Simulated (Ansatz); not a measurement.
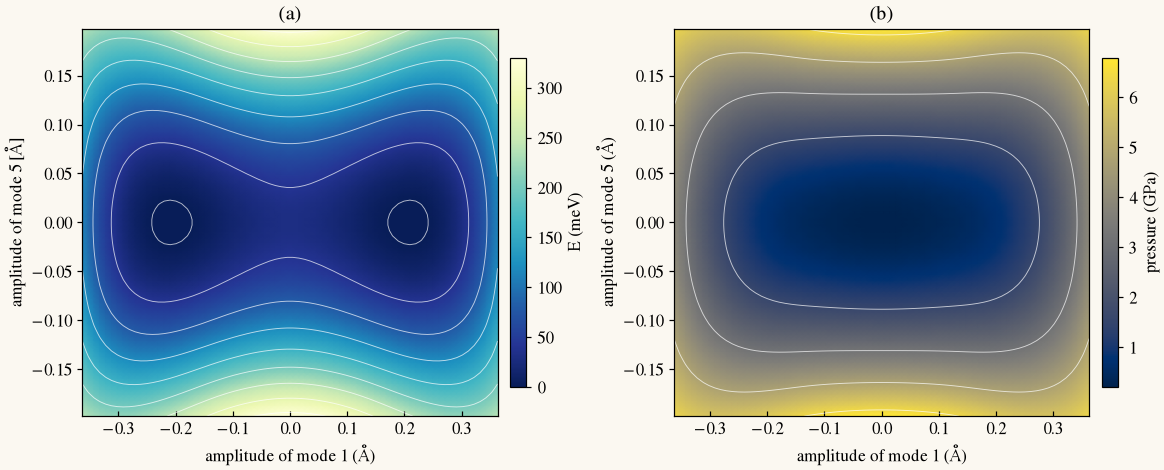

Ni (Im-3m, No. 229; 2 atoms in the cell). The energy is mapped over two normal modes frozen in (zone-centre modes of the 2-atom cell of this scan, which folds in the wave vector (0, 0, 1/2) of the primitive cell). Coordinates scanned: (1) amplitude of mode 1 (83i cm⁻¹), largest displacement; (2) amplitude of mode 5 (188 cm⁻¹), largest displacement. Nothing is relaxed (the cell and all other modes fixed). Grid: 7 × 7 points; 16 points were computed and 33 follow by symmetry. Points are written as (first, second). Energies are in meV per cell, from the lowest grid point. The electronic state followed may not be the lowest one. All numbers below come from DFT PBE, scalar-relativistic, plane waves, PAW (Ansatz 0.2.0). Settings: cutoff 520 eV, k-mesh 20×20×12 in the order of the run's cell vectors, gaussian smearing 0.15 eV, spin-polarised.

Panel (a) is the energy; panel (b) is the computed pressure, in GPa.

The picture shows a smooth colour map with a few white contour lines. Between grid points the surface is interpolated.

Q: How does the pressure vary over the map, and what is it at the lowest grid point?

A: It runs from 0.2 GPa at (0.000 Å, 0.000 Å) to 6.8 GPa at (0.000 Å, −0.198 Å). At the lowest grid point, (−0.242 Å, 0.000 Å), it is 1.1 GPa.

| second ↓, first → | −0.363 | −0.242 | −0.121 | 0.000 | 0.121 | 0.242 | 0.363 |
| --- | --- | --- | --- | --- | --- | --- | --- |
| 0.198 | 6.3 | 5.8 | 6.5 | 6.8 | 6.5 | 5.8 | 6.3 |
| 0.132 | 5.0 | 3.3 | 3.2 | 3.2 | 3.2 | 3.3 | 5.0 |
| 0.066 | 4.2 | 1.7 | 1.1 | 1.0 | 1.1 | 1.7 | 4.2 |
| 0.000 | 3.9 | 1.1 | 0.4 | 0.2 | 0.4 | 1.1 | 3.9 |
| −0.066 | 4.2 | 1.7 | 1.1 | 1.0 | 1.1 | 1.7 | 4.2 |
| −0.132 | 5.0 | 3.3 | 3.2 | 3.2 | 3.2 | 3.3 | 5.0 |
| −0.198 | 6.3 | 5.8 | 6.5 | 6.8 | 6.5 | 5.8 | 6.3 |

PAW datasets: the set soft_1.
